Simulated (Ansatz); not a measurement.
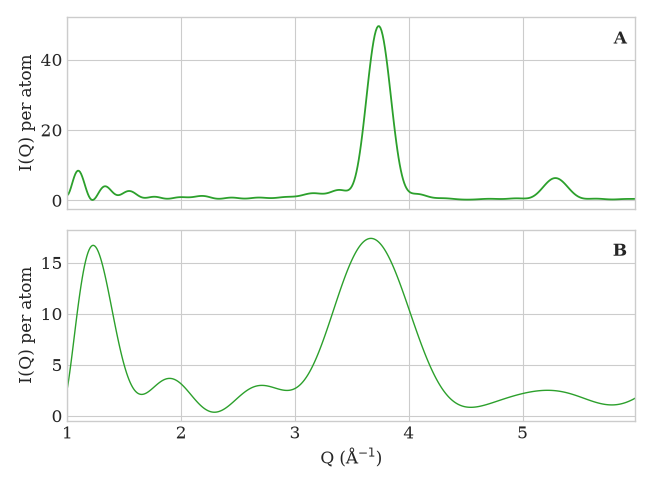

X-ray scattering of spheres cut from the crystal structure of C (Im-3m, a = 2.373 Å, b = 2.373 Å, c = 2.373 Å, α = 90.00°, β = 90.00°, γ = 90.00°), calculated atom by atom with the Debye equation (B = 0.5 Å², no relaxation of the surface). Basis of the simulation: coordinates from a relaxation with Ansatz 0.2.0, DFT PBE, scalar-relativistic, plane waves, PAW; the starting structure was generated, so it need not be a known form of this composition.

Question: The spheres are 10 and 28 Å across. Which curve is which?

Answer: curve A: 28 Å (1759 atoms); curve B: 10 Å (65 atoms). Peak widths go roughly as 2π/D, so the largest sphere has the sharpest peaks.

Question: Index the main peaks of the largest sphere.

Answer: Q ≈ 3.74 Å⁻¹: 110; Q ≈ 5.29 Å⁻¹: 200.
